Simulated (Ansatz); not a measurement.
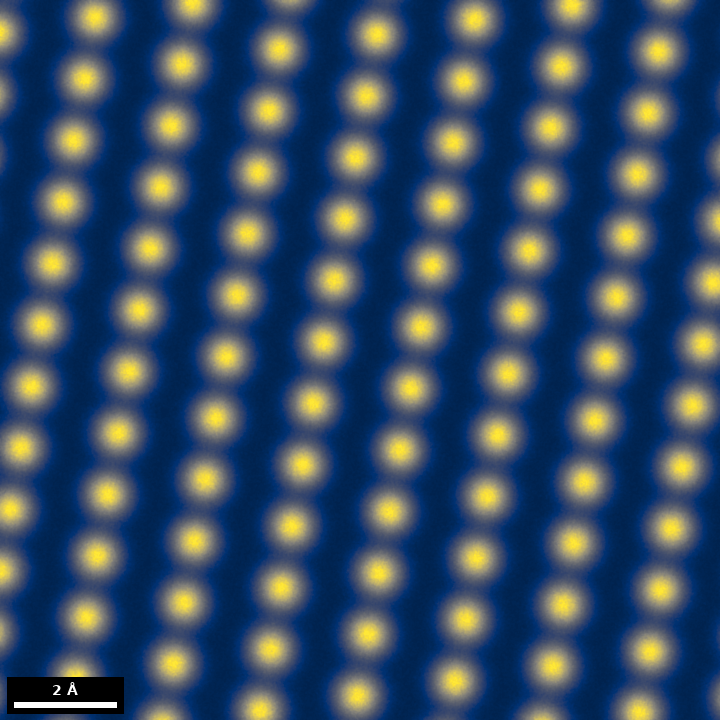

Dark-field STEM-like image of Ir. Simulation: incoherent imaging, intensity Z^1.7 per atom, probe width 0.67 Å, thin sample. The probe carries 15 % of its weight in a tail 2.5 times as wide. Shot noise was added.

### Give the net of the columns and its spacings.

The pattern repeats on a centred rectangular net of 1.2 × 3.6 Å.

### Which plane group does this projection have?

c2mm: perpendicular mirror lines on a centred net, with further twofold points between them.

### How many columns does the smallest repeating cell hold, and how many levels of brightness?

1 column in the primitive cell of 2.2 Å², all of one brightness.

The crystal is Ir (Pm-3m, No. 221) seen along [221]. Structure: coordinates from a relaxation with DFT, PBE, plane waves (420 eV) with PAW, scalar-relativistic (Ansatz 0.2.0); the starting structure was generated, so it need not be a known form of this composition.
